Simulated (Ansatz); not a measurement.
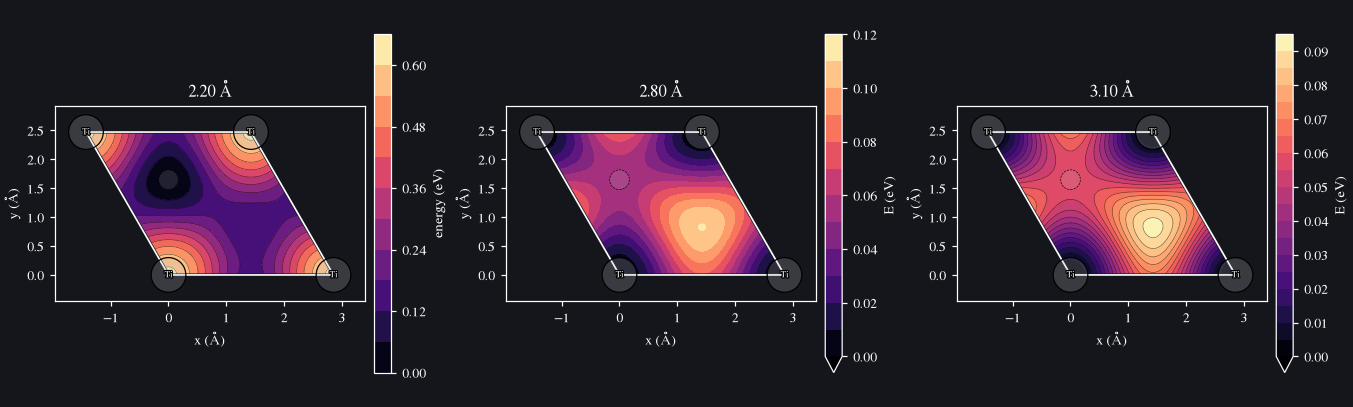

Three maps of one series, each from its own lowest grid point and on its own colour scale; the height changes from map to map. Si on a Ti(111) slab cut from the Fm-3m phase, its upper half relaxed before the scan (12 atoms of substrate and one adsorbate in a 2 × 2 cell). Si is moved over the surface cell at a fixed height above a rigid substrate; the origin of the map has the adsorbate above Ti9. Places are given modulo a cell vector. The map is drawn in real space over the plane of the surface. Grid: 6 × 6 points. Places are given in fractions of the 1 × 1 surface cell. Energies: eV, counted from the lowest grid point. The runs have no spin polarisation, so an open-shell adsorbate far from the surface lies too high. At a fixed height the lowest place need not be the adsorption site. All numbers below come from Ansatz, DFT PBE+D3(BJ), scalar-relativistic, plane waves, PAW. Settings: cutoff 420 eV, k-mesh 6×6×1, gaussian smearing 0.1 eV, no spin polarisation.

In the figure: filled contours, labelled circles for the atoms of the top layer and small ones for the second layer, the outline of one cell of the plane. Between grid points the surface is interpolated.

The span runs from the lowest to the highest grid point; passes are read from the interpolated surfaces.

| height | lowest grid point | span (eV) | easiest pass (eV) |
| --- | --- | --- | --- |
| 2.20 Å | a threefold hollow over a second-layer Ti atom | 0.612 | 0.16 |
| 2.80 Å | the top site over a surface Ti atom | 0.110 | 0.054 |
| 3.10 Å | the top site over a surface Ti atom | 0.092 | 0.057 |

One more map of the series was computed, for the height 3.00 Å. What do you expect for it?

The computed span is 0.098 eV, within the range of the others. The lowest grid point is the top site over a surface Ti atom, as for 2.80 Å and 3.10 Å. The easiest pass out of the lowest well is about 0.057 eV.

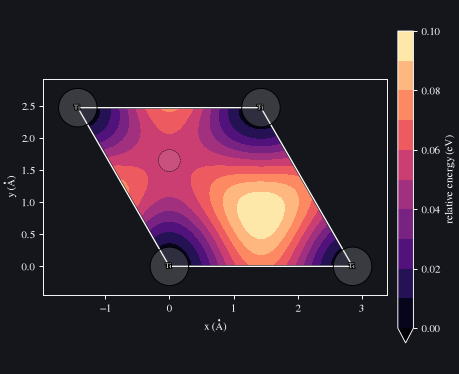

The map for 3.00 Å.

PAW datasets: the set soft_1.
